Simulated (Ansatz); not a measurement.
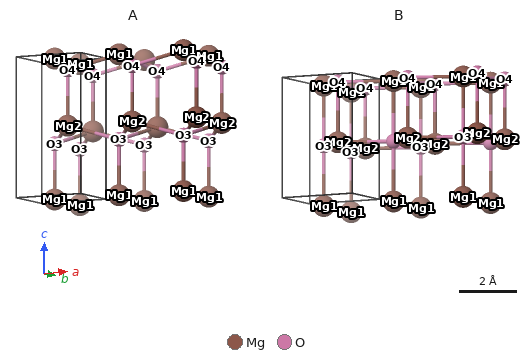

Two geometries of solid MgO (set up in P6_3mc), drawn at one scale. One is the start of a relaxation, the other its converged end. Style: ball-and-stick. Shown: the cell of the calculation, repeated 3 × 2 × 1 with one cell outlined, from a free direction.

Method: DFT PBE, scalar-relativistic, plane waves, PAW (Ansatz). (plane-wave cutoff 420 eV; k-point mesh 12 × 12 × 6; occupations gaussian; smearing width 0.02 eV; no spin polarisation; cell relaxed at fixed volume; force threshold 0.01 eV/Å; at most 30 steps)

> Which geometry has the lower energy?

Structure B is the relaxed one. The largest moves relative to the cell, 0.22 Å, are those of Mg1, Mg2, O3 and O4. O4 goes along +c. Largest moves by element: O 0.22 Å, Mg 0.22 Å. The drawn cell changes at constant volume: a = b 3.260 → 3.527 Å (+8.2 %), c 4.976 → 4.249 Å (−14.6 %). Near-neighbour distances that change, for instance: Mg1–O3 3.006 → 2.125 Å, Mg1–O3 (another image) 1.969 → 2.125 Å, Mg1–O4 1.952 → 2.037 Å. New bonds form, among them: Mg1–O3 (3.01 → 2.12 Å), Mg2–O4 (3.01 → 2.12 Å). Bond angles that change, for instance: O3–Mg1–O4 105.4° → 90.0°, Mg1–O3–Mg2 105.4° → 90.0°, O4–Mg1–O4 113.2° → 120.0°. The space group (tolerance 0.01 Å) goes from P6_3mc (No. 186) to P6_3/mmc (No. 194). The energy falls by 0.198 eV per cell of the calculation in 7 accepted moves (10 points after the start). Largest force component: 0.033 eV/Å at the start, 0.00018 eV/Å at the end. The pressure goes from 7.87 to −0.79 GPa. The line search rejected the trial step at point 6 of the run. At 2 points the geometry stayed and the basis and grid were re-selected for the new cell (energy shift of 31.8 meV per cell of the calculation at most each time).
